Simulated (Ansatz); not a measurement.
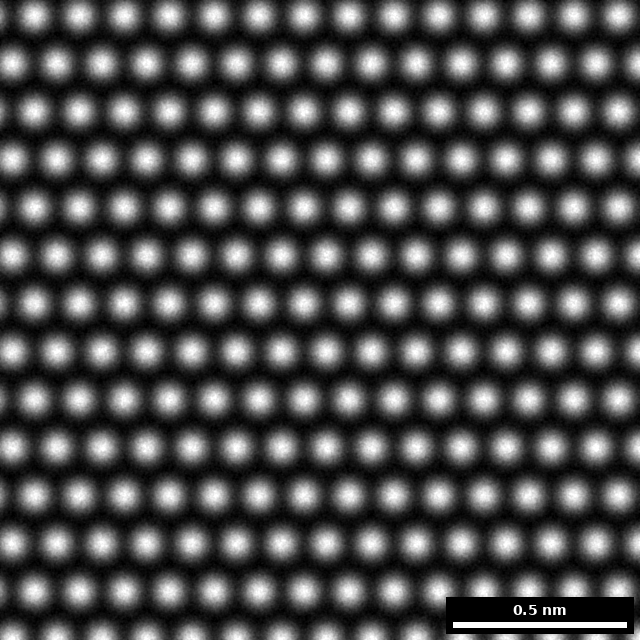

Dark-field STEM-like image of Ta (P6/mmm, No. 191). The image is simulated as a sum over atoms of Z^1.8, blurred by a 0.64 Å probe (no channelling). The display is stretched by a gamma of 0.8; percentages refer to the linear signal. Shot noise was added. Model: the geometry relaxed with DFT, PBEsol, plane waves (420 eV) with PAW, scalar-relativistic in Ansatz 0.2.0; the starting structure was generated, so it need not be a known form of this composition.

Space group P6/mmm (No. 191). a = 4.806 Å, b = 4.806 Å, c = 2.699 Å, α = 90.00°, β = 90.00°, γ = 120.00°
```json
{"atom": "Ta", "site": "1a", "symmetry": "6/mmm", "x": "0.0000", "y": "0.0000", "z": "0.0000"}
{"atom": "Ta", "site": "2d", "symmetry": "-6m2", "x": "0.3333", "y": "0.6667", "z": "0.5000"}
```

Q: Along which zone axis is the crystal seen: [210], [102], [201] or [310]? (Directions equivalent by symmetry count as one.)

A: [201]. The projected cells are 2.40 × 2.70 Å, 90° for [210]; 1.79 × 4.16 Å, 90° for [102]; 1.30 × 1.53 Å, 115° for [201]; 1.57 × 2.70 Å, 90° for [310], and the image repeats as the [201] one does.
